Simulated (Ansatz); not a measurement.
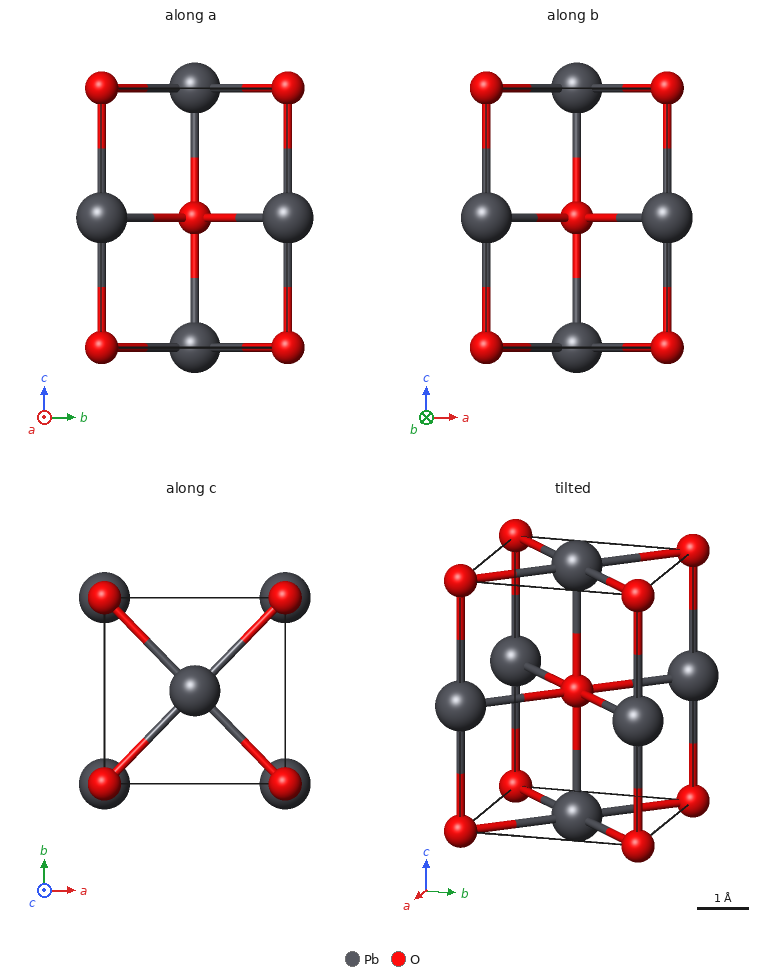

Shown here is a ball-and-stick view of the crystal, taken along the a axis, along the b axis, along the c axis and slightly off an axis. One conventional unit cell is framed, with atoms on its boundary repeated.

Lattice parameters: a = 3.606 Å, b = 3.716 Å, c = 5.178 Å, α = 90.00°, β = 90.00°, γ = 90.00°.

Q: Transcribe the picture into a table of Wyckoff sites.

A: Space group Immm (No. 71).
```
atom  site       x       y       z
  Pb    2c  0.5000  0.5000  0.0000
   O    2a  0.0000  0.0000  0.0000
```

The starting point was a structure type filled with these elements by a generator (whether the compound takes this form wasn't checked). The cell was then strained or its atoms displaced on purpose. It was run through Ansatz as a DFT input.
